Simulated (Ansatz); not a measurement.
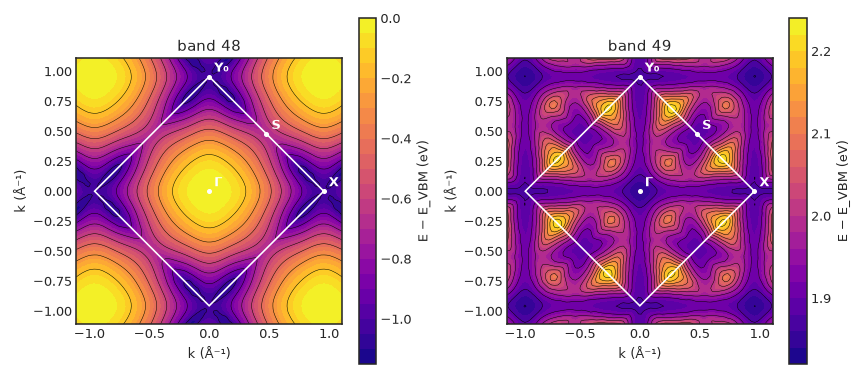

Two bands of TiO₂ in space group Imma over the plane through Γ, X and S: the highest mostly filled and the lowest mostly empty one.

Computed with Ansatz 0.2.0, DFT PBE, scalar-relativistic, plane waves, PAW; levels and slopes on a dense k mesh at the converged density. No spin polarisation. Mesh 16×16×16, interpolated with the band slopes. Unrelaxed database geometry. The cell comes from a database of computed structures, not from a measurement.

> Give both levels and their distance at the named points.

```
point  lower band (eV)  upper band (eV)  distance (eV)
    Γ             0.00             1.84           1.84
    X            −1.04             1.87           2.91
    S            −0.71             1.88           2.59
   Y₀            −1.04             1.87           2.91
```

> Where are the band edges of the whole zone?

The valence band has one maximum at Γ, principal masses 2.86, 2.86 and 5.17 mₑ; the conduction band has one minimum at Γ, principal masses 0.58, 1.15 and 1.22 mₑ. The gap is direct, 1.84 eV at this level of theory, which underestimates gaps and can reorder valleys that lie close. Another valley lies within 0.05 eV of an edge, so the kind of gap can change with the cell or the functional.
